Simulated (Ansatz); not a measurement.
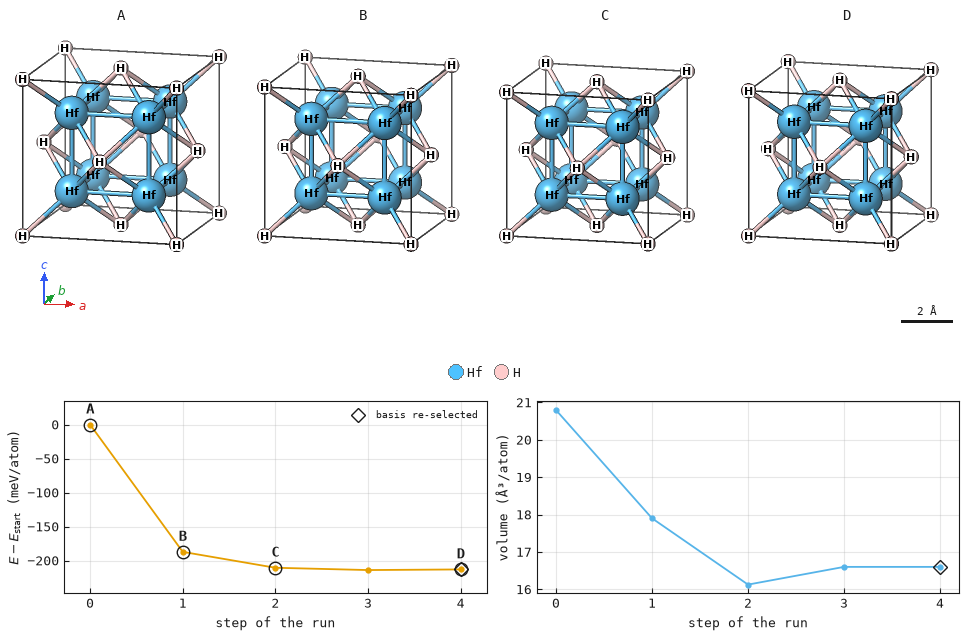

Frames of a relaxation of a crystal of Hf2H (a generated structure, set up in Fm-3m) (coarse preliminary run), marked on the history of the run. Style: ball-and-stick. Shown: the conventional cell (4 times the calculation's cell), slightly off an axis. Lengths and directions refer to the drawn axes.

Computed with Ansatz, DFT PBE, scalar-relativistic, plane waves, PAW. Set-up: plane-wave cutoff 420 eV; k-point mesh 6 × 6 × 6; occupations gaussian; smearing width 0.1 eV; no spin polarisation; cell and atoms relaxed; force threshold 0.04 eV/Å; at most 70 steps.

Describe the path.

Over 3 accepted moves (4 points after the start) the energy falls by 213 meV per atom. All forces vanish by symmetry, so only the cell relaxes. Pressure: −13.59 GPa at the start and −0.16 GPa at the end. At 1 point the geometry stayed and the basis and grid were re-selected for the new cell (energy shift of 0.9 meV per atom at most each time). The atoms keep their places relative to the cell (all moves are under 0.005 Å). Cell: a = b = c 6.296 → 5.840 Å (−7.2 %). Volume −20.2 %. Some distances before and after: Hf–Hf 3.148 → 2.920 Å, H–Hf 2.726 → 2.529 Å. The space group stays Fm-3m (No. 225). The run took 10 s on 1 thread of Arm Neoverse V1, with other jobs on the host, peak memory 0.33 GiB. From step 0 to 1: volume −13.9 %, energy −187 meV per atom. From step 1 to 2: volume −9.9 %, energy −23.4 meV per atom. From step 2 to 4: volume +2.9 %, energy −2.5 meV per atom.

| step | E − E(0), meV/atom | pressure, GPa | volume, Å³/atom | note |
| --- | --- | --- | --- | --- |
| 0 | 0.00 | -13.59 | 20.798 |  |
| 1 | -187.18 | -6.01 | 17.902 |  |
| 2 | -210.55 | 2.58 | 16.127 |  |
| 3 | -213.93 | -0.12 | 16.601 |  |
| 4 | -213.01 | -0.16 | 16.601 | same geometry, new basis |
